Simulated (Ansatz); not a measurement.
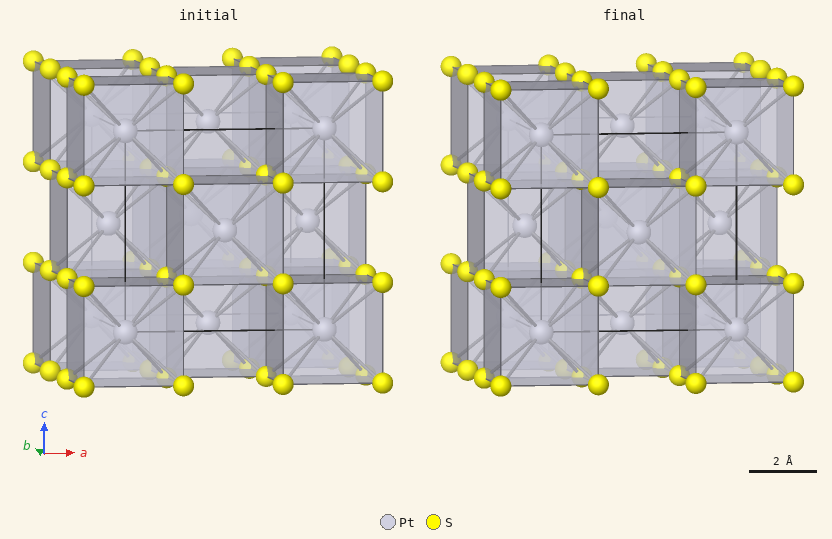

The structure of solid PtS2 (built on the fluorite type) before (left) and after (right) a relaxation, at one scale.

The picture is a polyhedral view of the conventional cell (4 times the calculation's cell), seen from a free direction. Lengths and directions refer to the drawn axes.

Theory: Ansatz 0.2.0, DFT, PBE, plane waves, PAW.

Input
```yaml
crystal:
  lattice:
    - [0.0, 3.0471787415, 3.0471787415]
    - [3.0471787415, 0.0, 3.0471787415]
    - [3.0471787415, 3.0471787415, 0.0]
  atoms:
    - { symbol: Pt, position: [0.0, 0.0, 0.0] }
    - { symbol: S, position: [0.25, 0.25, 0.25] }
    - { symbol: S, position: [0.75, 0.75, 0.75] }
kpoints:
  mp_grid: { grid: [6, 6, 6] }
hamiltonian:
  xc: pbe
scf:
  occupations: { method: fermi_dirac, width: 0.02 }
relax:
  f_tol: 0.005
  cell: {}
output:
  write_density: true
  write_potential: true
  elf: true
  volumetric_format: npy
```

Launched with:
```bash
ansatz run input.yaml --threads 2 --pin off --max-ram 2211MiB --backend cpu --events-out ev --progress --plain --runs-dir out
```

What changed between the two?

The atoms keep their places relative to the cell (all moves are under 0.005 Å). The volume changes by −5.9 %, with a = b = c 6.094 → 5.972 Å (−2.0 %). Near-neighbour distances that change, for instance: Pt1–S2 2.639 → 2.586 Å. The space group stays Fm-3m (No. 225). Over 3 accepted moves (4 points after the start) the energy falls by 73.6 meV per cell of the calculation. All forces vanish by symmetry, so only the cell relaxes. The pressure goes from −6.65 to −0.02 GPa. The SCF was repeated once at an unchanged geometry on a basis and grid sized afresh for the cell, which shifted the energy by 0.6 meV per cell of the calculation at most. Cost: 5.5 s on 2 threads of AMD EPYC 7R43 64-Core Processor (Zen 3), with other jobs on the host, peak memory 0.38 GiB.
